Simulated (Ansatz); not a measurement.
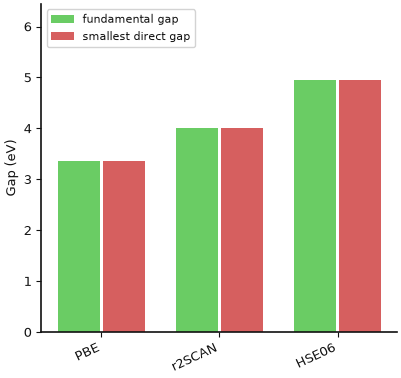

Gaps of MgO, space group P6_3/mmc (No. 194), 4 atoms in the cell, h-MgO (five-fold) type, epitaxial (xy) strain +1.6%, at several levels of theory on one cell (Ansatz, plane waves and PAW; edges over the mesh and the special points).

How does the gap depend on the level, and does its kind change?

In rising order: PBE 3.37 eV, r2SCAN 4.00 eV and HSE06 4.96 eV. It is direct at every level.
